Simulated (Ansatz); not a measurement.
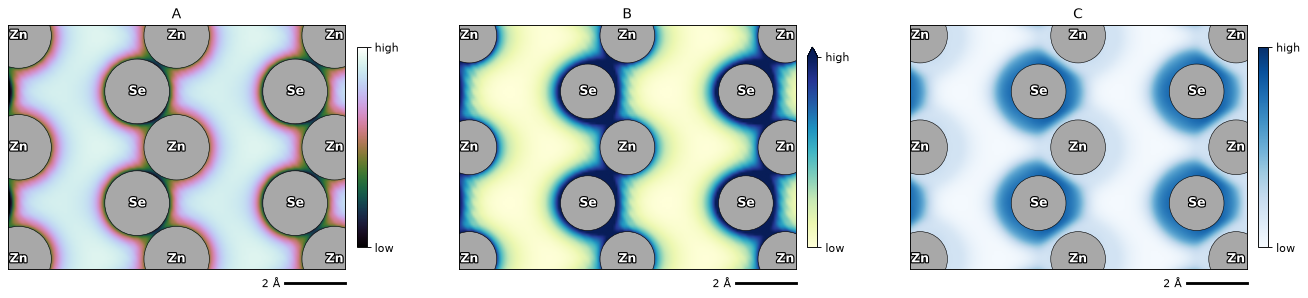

ZnSe: 3 fields on the (011) plane of the conventional cell, with unlabelled colour scales. Grey discs cover the atomic cores.

Space group F-43m; computed pressure about 20 GPa in this cell.

Method: Ansatz, DFT PBEsol, scalar-relativistic, plane waves, PAW.

Question: Match the panels to the quantities (electron localisation function, electrostatic potential energy of an electron and valence pseudo-density).

Answer: Panel A: electrostatic potential energy of an electron (low next to the atoms, rising into the space between them). Panel B: valence pseudo-density. Panel C: electron localisation function. From the grid: Zn–Se (2.28 Å): ρ at the midpoint is about 0.61 e/Å³; the ELF is about 0.60 at the midpoint.
